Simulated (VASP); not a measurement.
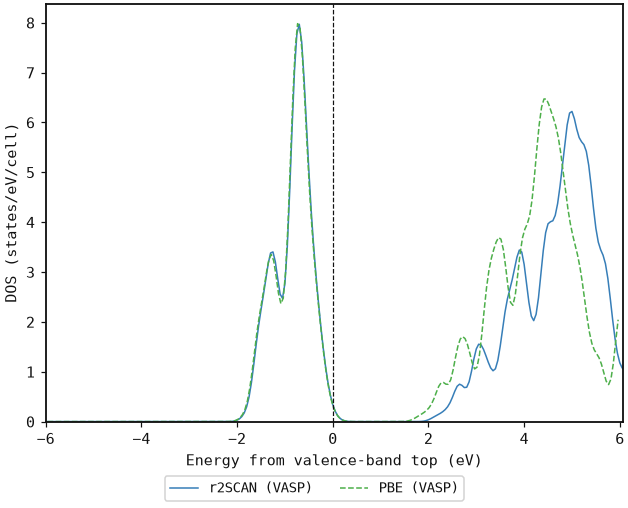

Total densities of states of BaTe, space group Fm-3m, 2 atoms in the cell, rocksalt type, hydrostatic strain +5.1%, by two methods on the same cell. The curves are built from the levels of the k mesh with Gaussians 0.3 eV wide, which also blur the band edges. Each is counted from its own valence-band top.

### What changes from one method to the other?

r2SCAN (VASP) gives a gap of 2.17 eV and PBE (VASP) gives a gap of 1.82 eV.

Settings. r2SCAN (VASP): DFT, r2SCAN, plane waves, PAW, 6×6×6 k mesh, 520 eV cutoff, Gaussian smearing of 0.01 eV (VASP 6.6.1). PBE (VASP): DFT, PBE, plane waves, PAW, 6×6×6 k mesh, 520 eV cutoff (VASP).

Spin-orbit coupling is left out, which matters for Te.
